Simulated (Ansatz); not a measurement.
**From WS2 to WS2**

System: WS2 (6 atoms in the cell).
Method of run A: DFT PBE+D3(BJ), scalar-relativistic, plane waves, PAW, no spin polarisation (Ansatz 0.2.0).
System of run B: WS2 (slab, 6 atoms in the cell).

On run A: The structure derives from an entry of the Crystallography Open Database. On run B: The structure derives from an entry of the Crystallography Open Database. Text and figures count atoms from 1; the logs count them from 0 in places.

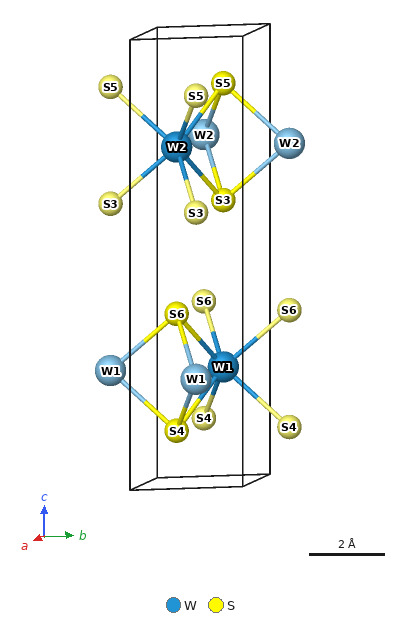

Fig. 1: The structure as given in the input (ball-and-stick view of the cell of the calculation, seen slightly off an axis; neighbours outside the cell are drawn fainter; atoms are numbered from 1 in the order of the input).

The input, run A:
```yaml
crystal:
  lattice:
    - [3.1537893005, 0.0, 0.0]
    - [-1.5768946503, 2.7312616524, 0.0]
    - [0.0, 0.0, 12.1432919187]
  atoms:
    - { symbol: W, position: [0.3333333333, 0.6666666667, 0.25] }
    - { symbol: W, position: [0.6666666667, 0.3333333333, 0.75] }
    - { symbol: S, position: [0.3333333333, 0.6666666667, 0.620306188] }
    - { symbol: S, position: [0.6666666667, 0.3333333333, 0.120306188] }
    - { symbol: S, position: [0.3333333333, 0.6666666667, 0.879693812] }
    - { symbol: S, position: [0.6666666667, 0.3333333333, 0.379693812] }
basis:
  ecutwfc: 420
kpoints:
  mp_grid: { grid: [12, 12, 4] }
  band_path: { path: [VBM, CBM], npoints: 2 }
hamiltonian:
  xc: pbe
  dispersion: d3bj
scf:
  occupations: { method: gaussian, width: 0.02 }
output:
  forces: true
  stress: true
  eigenvalues: true
```

Command:
```bash
ansatz run input.yaml --threads 1 --pin off --max-ram 2560MiB --backend cpu --events-out ev --progress --plain --runs-dir out
```

Hardware: 1 thread of Arm Neoverse V1, 24 GiB of memory available, shared host.

Output, shortened to warnings, some set-up lines, iterations and results (run A):
```
Basis set: ecut = 420 eV, 2033 PW (Γ), exchange–correlation on 48×48×180 points (8 copies of the dense FFT grid, shifted against one another)
Symmetry: 24 space group operations
k-points: 57 of 576
Initial density: superposition of atomic densities (neutral atoms: chi_scale 0, normalization atom), corrected by the library's trained network
[...]
SCF iter   1: F=—  HF=-24385.309975 eV  |F-HF|=—  |Δ(HF+E_count)|=         —  Δρ=5.15e-3  dr2=1.04e-2  ethr=1.77e-3  ⟨swp⟩=6.6  Hψ=8658  notcnv=0
SCF iter   2: F=—  HF=-24385.315513 eV  |F-HF|=—  |Δ(HF+E_count)|=   5.54e-3  Δρ=2.85e-3  dr2=2.47e-3  ethr=2.00e-5  ⟨swp⟩=2.1  Hψ=3160  notcnv=0  defer=81
SCF iter   3: F=—  HF=-24385.319888 eV  |F-HF|=—  |Δ(HF+E_count)|=   4.37e-3  Δρ=7.76e-4  dr2=3.89e-4  ethr=4.76e-6  ⟨swp⟩=2.0  Hψ=2807  notcnv=0  defer=81
SCF iter   4: F=—  HF=-24385.320127 eV  |F-HF|=—  |Δ(HF+E_count)|=   2.39e-4  Δρ=9.72e-5  dr2=1.87e-5  ethr=7.47e-7  ⟨swp⟩=2.0  Hψ=2565  notcnv=0  defer=81
SCF iter   5: F=—  HF=-24385.320190 eV  |F-HF|=—  |Δ(HF+E_count)|=   6.33e-5  Δρ=3.33e-5  dr2=1.32e-6  ethr=3.59e-8  ⟨swp⟩=2.0  Hψ=2529  notcnv=0  defer=81
SCF iter   6: F=—  HF=-24385.320191 eV  |F-HF|=—  |Δ(HF+E_count)|=   7.65e-7  Δρ=9.22e-6  dr2=1.02e-7  ethr=2.54e-9  ⟨swp⟩=2.0  Hψ=2693  notcnv=0  defer=81
SCF iter   7: F=-24385.320191 eV  HF=-24385.320191 eV  |F-HF|=3.22e-9  |Δ(HF+E_count)|=   8.47e-8  Δρ=1.52e-6  dr2=2.60e-9  ethr=1.92e-10  ⟨swp⟩=8.2  Hψ=7091  notcnv=0
SCF 1 converged in 7 iterations: F = -24385.320191 eV  dr2 = 2.60e-9
NSCF: frozen V_eff on 28 k-points
NSCF: frozen V_eff on 28 k-points
NSCF: frozen V_eff on 28 k-points
NSCF: frozen V_eff on 3 k-points
NSCF: frozen V_eff on 10 k-points
NSCF: frozen V_eff on 10 k-points
NSCF: frozen V_eff on 8 k-points
NSCF: frozen V_eff on 16 k-points
NSCF: frozen V_eff on 3 k-points
NSCF: frozen V_eff on 7 k-points
NSCF: frozen V_eff on 5 k-points
NSCF: frozen V_eff on 13 k-points
NSCF: frozen V_eff on 3 k-points
SCF converged after 7 iterations
Free energy (F): -24385.320191 eV
Harris-Foulkes:  -24385.320191 eV  (|F-HF|=3.22e-9)
Internal energy: -24385.320191 eV  (E = F + TS)
E sigma→0 (E₀):  -24385.320191 eV
Fermi energy:    12.514044 eV
--- Per-component energies (eV) ---
  E_band       = -357.320687
  E_kinetic    = 1334.646503
  E_local      = -3361.093208  (includes V_loc(G=0)·N_el)
  E_nonlocal   = 114.824349
  E_hartree    = 1327.965582
  E_xc         = -925.248732
  E_vxc        = -831.364818  (∫ρ·V_xc dr)
  E_paw        = -19526.335884  (= ΣΔE_a)
  E_vpaw       = -270.266256  (= ΣTr[D̂ρ^β])
  E_aug_tail   = -0.000123  (compensation charges beyond the density's cutoff)
  E_ewald      = -3347.467314
  E_disp       = -2.611363  (pairwise vdW)
  E_smearing   = -0.000000  (= −TS)
  E_closure    = 0.000000  (closes the sum)
  Σ components = -24385.320191   (vs F -24385.320191, Δ=0.00e0)
--- Forces (eV/Å), atoms counted from 1 ---
  atom   1  W      0.00000000    -0.00000000    -0.00000000
  atom   2  W      0.00000000     0.00000000     0.00000000
  atom   3  S      0.00000000     0.00000000     0.00130742
  atom   4  S     -0.00000000     0.00000000     0.00130742
  atom   5  S      0.00000000     0.00000000    -0.00130742
  atom   6  S     -0.00000000    -0.00000000    -0.00130742
  max |Σ_I F_I| component: 5.20e-18 eV/Å
--- Stress (GPa, compression-positive) ---
        0.021869      -0.000000      -0.000000
       -0.000000       0.021869      -0.000000
       -0.000000      -0.000000      -0.028948
  P = ⅓ Tr σ = 0.0049 GPa (0.049 kbar)
```

For run B the input was changed thus:
```diff
-    - [3.1537893005, 0.0, 0.0]
-    - [-1.5768946503, 2.7312616524, 0.0]
-    - [0.0, 0.0, 12.1432919187]
+    - [3.1569371639, 0.0, 0.0]
+    - [-1.578468582, 2.7339877821, 0.0]
+    - [0.0, 0.0, 44.4429311974]
-    - { symbol: W, position: [0.3333333333, 0.6666666667, 0.25] }
-    - { symbol: W, position: [0.6666666667, 0.3333333333, 0.75] }
-    - { symbol: S, position: [0.3333333333, 0.6666666667, 0.620306188] }
-    - { symbol: S, position: [0.6666666667, 0.3333333333, 0.120306188] }
-    - { symbol: S, position: [0.3333333333, 0.6666666667, 0.879693812] }
-    - { symbol: S, position: [0.6666666667, 0.3333333333, 0.379693812] }
+    - { symbol: S, position: [0.3333333333, 0.6666666667, 0.396092361] }
+    - { symbol: W, position: [0.6666666667, 0.3333333333, 0.4315609068] }
+    - { symbol: S, position: [0.3333333333, 0.6666666667, 0.4669886509] }
+    - { symbol: S, position: [0.6666666667, 0.3333333333, 0.5330113491] }
+    - { symbol: W, position: [0.3333333333, 0.6666666667, 0.5684390932] }
+    - { symbol: S, position: [0.6666666667, 0.3333333333, 0.603907639] }
+  periodic: [true, true, false]
-  mp_grid: { grid: [12, 12, 4] }
+  mp_grid: { grid: [12, 12, 1] }
```

Predict how the results change.

The total energies belong to different systems, so their difference says nothing on which is more stable or more accurate. The gap on the mesh goes from 0.89 to 1.35 eV. The SCF takes 9 iterations against 7. The irreducible k-points go from 57 to 19. The plane waves at Γ go from 2033 to 7409. On the same kind of shared host run B took about 1.6 times as long.

Output, shortened to warnings, some set-up lines, iterations and results (run B):
```
Basis set: ecut = 420 eV, 7409 PW (Γ), exchange–correlation on 48×48×600 points (8 copies of the dense FFT grid, shifted against one another)
Symmetry: 12 space group operations
k-points: 19 of 144
Initial density: superposition of atomic densities (neutral atoms: chi_scale 0, normalization atom), corrected by the library's trained network
[...]
SCF iter   1: F=—  HF=-24384.992371 eV  |F-HF|=—  |Δ(HF+E_count)|=         —  Δρ=2.91e-3  dr2=4.13e-2  ethr=1.77e-3  ⟨swp⟩=14.4  Hψ=4700  notcnv=0
SCF iter   2: F=—  HF=-24385.002172 eV  |F-HF|=—  |Δ(HF+E_count)|=   9.80e-3  Δρ=1.80e-3  dr2=3.36e-2  ethr=7.93e-5  ⟨swp⟩=5.1  Hψ=1853  notcnv=0  defer=24
SCF iter   3: F=—  HF=-24385.000750 eV  |F-HF|=—  |Δ(HF+E_count)|=   1.42e-3  Δρ=1.16e-3  dr2=2.82e-3  ethr=6.46e-5  ⟨swp⟩=3.3  Hψ=1026  notcnv=0  defer=24
SCF iter   4: F=—  HF=-24385.004124 eV  |F-HF|=—  |Δ(HF+E_count)|=   3.37e-3  Δρ=4.86e-4  dr2=2.07e-3  ethr=5.42e-6  ⟨swp⟩=3.7  Hψ=1541  notcnv=0  defer=24
SCF iter   5: F=—  HF=-24385.004157 eV  |F-HF|=—  |Δ(HF+E_count)|=   3.25e-5  Δρ=9.36e-5  dr2=3.36e-5  ethr=3.99e-6  ⟨swp⟩=2.3  Hψ=834  notcnv=0  defer=24
SCF iter   6: F=—  HF=-24385.004043 eV  |F-HF|=—  |Δ(HF+E_count)|=   1.14e-4  Δρ=4.18e-5  dr2=9.43e-6  ethr=6.46e-8  ⟨swp⟩=3.1  Hψ=1397  notcnv=0  defer=24
SCF iter   7: F=—  HF=-24385.004046 eV  |F-HF|=—  |Δ(HF+E_count)|=   2.86e-6  Δρ=1.28e-5  dr2=1.42e-6  ethr=1.81e-8  ⟨swp⟩=2.9  Hψ=1117  notcnv=0  defer=24
SCF iter   8: F=—  HF=-24385.004046 eV  |F-HF|=—  |Δ(HF+E_count)|=   2.94e-7  Δρ=4.42e-6  dr2=1.05e-7  ethr=1.92e-10  ⟨swp⟩=15.2  Hψ=4699  notcnv=0
SCF iter   9: F=-24385.004046 eV  HF=-24385.004046 eV  |F-HF|=5.17e-10  |Δ(HF+E_count)|=   4.22e-8  Δρ=1.07e-6  dr2=4.47e-9  ethr=1.92e-10  ⟨swp⟩=6.0  Hψ=2527  notcnv=0
SCF 1 converged in 9 iterations: F = -24385.004046 eV  dr2 = 4.47e-9
NSCF: frozen V_eff on 7 k-points
NSCF: frozen V_eff on 7 k-points
NSCF: frozen V_eff on 5 k-points
NSCF: frozen V_eff on 4 k-points
NSCF: frozen V_eff on 4 k-points
NSCF: frozen V_eff on 3 k-points
NSCF: frozen V_eff on 6 k-points
NSCF: frozen V_eff on 3 k-points
NSCF: frozen V_eff on 3 k-points
SCF converged after 9 iterations
Free energy (F): -24385.004046 eV
Harris-Foulkes:  -24385.004046 eV  (|F-HF|=5.17e-10)
Internal energy: -24385.004046 eV  (E = F + TS)
E sigma→0 (E₀):  -24385.004046 eV
Fermi energy:    -4.590931 eV
--- Per-component energies (eV) ---
  E_band       = -1244.924933
  E_kinetic    = 1333.566117
  E_local      = -211491.323974  (includes V_loc(G=0)·N_el)
  E_nonlocal   = 114.698739
  E_hartree    = 104949.482861
  E_xc         = -924.721321
  E_vxc        = -830.608733  (∫ρ·V_xc dr)
  E_paw        = -19526.293395  (= ΣΔE_a)
  E_vpaw       = -270.222350  (= ΣTr[D̂ρ^β])
  E_aug_tail   = -0.000124  (compensation charges beyond the density's cutoff)
  E_ewald      = 101161.803389
  E_disp       = -2.216339  (pairwise vdW)
  E_smearing   = -0.000000  (= −TS)
  E_closure    = -0.000000  (closes the sum)
  Σ components = -24385.004046   (vs F -24385.004046, Δ=0.00e0)
--- Forces (eV/Å), atoms counted from 1 ---
  atom   1  S     -0.00000000     0.00000000    -0.00208061
  atom   2  W     -0.00000000    -0.00000000     0.00078141
  atom   3  S     -0.00000000     0.00000000     0.00119418
  atom   4  S      0.00000000    -0.00000000    -0.00119418
  atom   5  W      0.00000000     0.00000000    -0.00078141
  atom   6  S      0.00000000    -0.00000000     0.00208061
  max |Σ_I F_I| component: 4.63e-18 eV/Å
--- 2D stress c σ (N/m, compression-positive) ---
       -0.004284       0.000000       0.000000
       -0.000000      -0.004284      -0.000000
        0.000000       0.000000       0.000000
  P = ½ c Tr σ = -0.0043 N/m
```

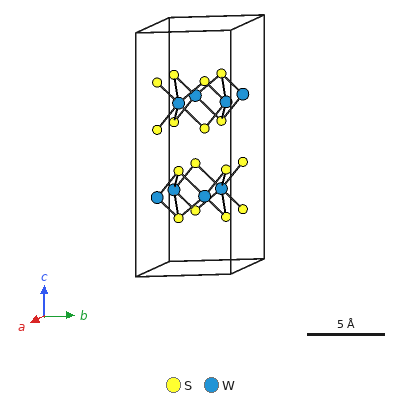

Fig. 2: The input structure of run B (ball-and-stick view of the 2 × 2 repeat of the cell, with the vacuum cut short, seen slightly off an axis).

The two runs side by side:

```csv
quantity,run A,run B
outcome,converged,converged
free energy per atom (eV),−4064.2200,−4064.1673
gap on the mesh (eV),0.89,1.35
pressure (GPa),0.00,–
volume per atom (Å³),17.43,–
largest force (eV/Å),0.001,0.002
SCF iterations,7,9
irreducible k-points,57,19
plane waves at Γ,2033,7409
work function (eV),–,4.59
wall time (shared host),21 s,34 s
```

For both runs: Spin–orbit coupling is left out, which matters for W.
